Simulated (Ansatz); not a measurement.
Consider C.

```xyz
6
Lattice="3.3223 0.0000 0.0000 0.0000 3.3223 0.0000 0.0000 0.0000 3.3223" Properties=species:S:1:pos:R:3 pbc="T T T"
C     1.6611    0.0000    0.0000
C     0.0000    1.6611    1.6611
C     0.0000    1.6611    0.0000
C     1.6611    0.0000    1.6611
C     0.0000    0.0000    1.6611
C     1.6611    1.6611    0.0000
```

Space group Im-3m; a structure generated by program, which may or may not match a known phase.

Theory: DFT PBE, scalar-relativistic, plane waves, PAW (Ansatz 0.2.0).

**What will maps of the valence pseudo-density and electron localisation function show?**

C–C (1.66 Å): ρ is about 1.2 e/Å³ halfway; the ELF peaks at about 0.80 between the atoms.

**Does the calculation make it a metal, or give it a gap?**

It is metallic or semimetallic at this level of theory: no gap opens.

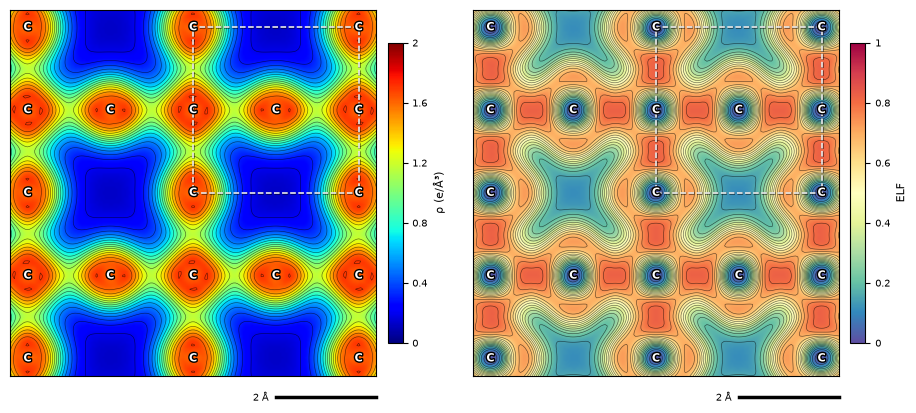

Computed valence pseudo-density and electron localisation function on the (001) plane of the conventional cell, in this order. 
